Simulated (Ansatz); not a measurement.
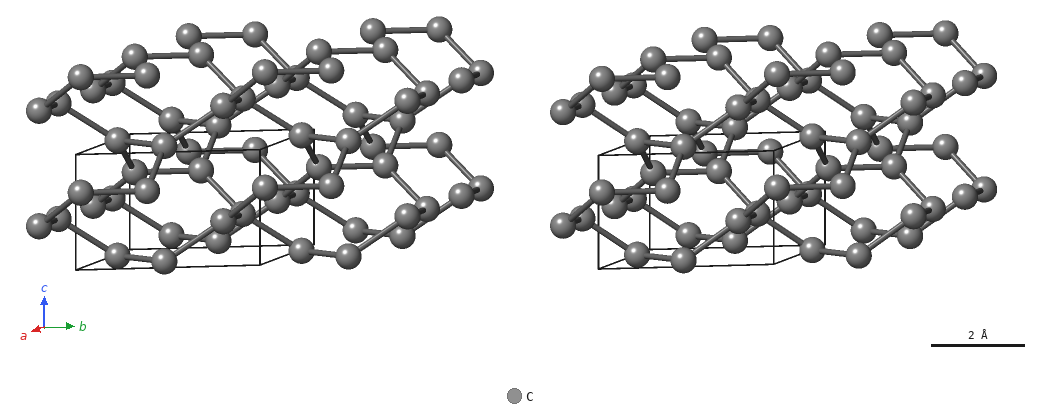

Two geometries of a crystal of C (a generated structure, set up in P6_422) (coarse preliminary run), drawn at one scale. One is the start of a relaxation, the other its converged end. The picture is a ball-and-stick view of the cell of the calculation, repeated 2 × 2 × 2 with one cell outlined, seen slightly off an axis.

Level of theory: DFT PBE, scalar-relativistic, plane waves, PAW in Ansatz. (plane-wave cutoff 420 eV; k-point mesh 6 × 6 × 8; occupations gaussian; smearing width 0.1 eV; no spin polarisation; cell and atoms relaxed; force threshold 0.04 eV/Å; at most 70 steps)

Question: Which one is relaxed?

Answer: The left one is the relaxed one. The energy falls by 137 meV per atom in 5 accepted moves (7 points after the start). Largest force component: 1.3 eV/Å at the start, 0.00074 eV/Å at the end. The pressure goes from 59.53 to 0.05 GPa. At 2 points the geometry stayed and the basis and grid were re-selected for the new cell (energy shift of 6.1 meV per atom at most each time). The largest moves relative to the cell, 0.030 Å, are those of C atoms. The drawn cell changes as follows: a = b 3.875 → 4.074 Å (+5.1 %), c 2.459 → 2.501 Å (+1.7 %); the volume changes by +12.4 %. Among the contacts that change: C–C 1.463 → 1.548 Å, C–C 1.451 → 1.466 Å. The space group stays P6_422 (No. 181).
